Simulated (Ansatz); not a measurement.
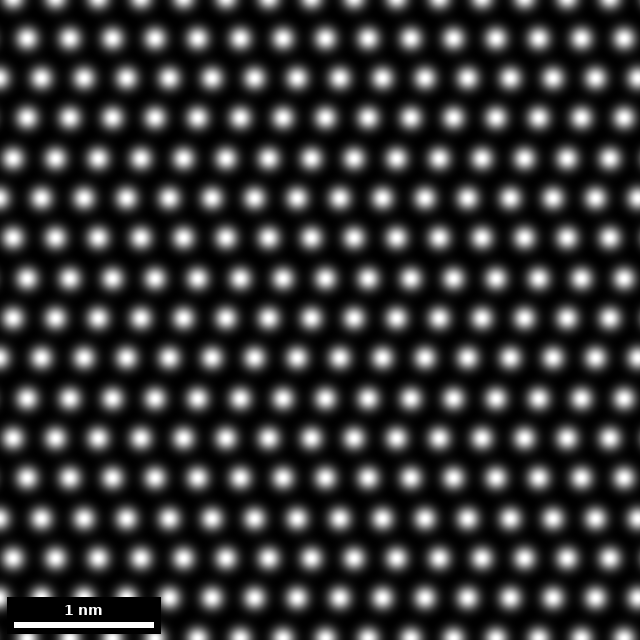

Z-contrast image of Tl (P6_3/mmc, No. 194) along [100]. Simulation: incoherent imaging, intensity Z^1.7 per atom, probe width 1.30 Å, thin sample. The probe carries 25 % of its weight in a tail 2.5 times as wide.

One planar defect was built into the perfect crystal by geometry alone, without relaxation. Host structure: coordinates from a relaxation with Ansatz, DFT PBE, scalar-relativistic, plane waves, PAW; the starting structure was generated, so it need not be a known form of this composition.

> Find the planar defect and say what kind it is.

A planar fault (a stacking fault) runs horizontally about 21 Å below the top edge. The part above it is shifted along the boundary by 2/3 of the 3.06 Å repeat of the rows (2.0 Å to the right, the same as 1.0 Å to the left); both parts keep the same orientation.
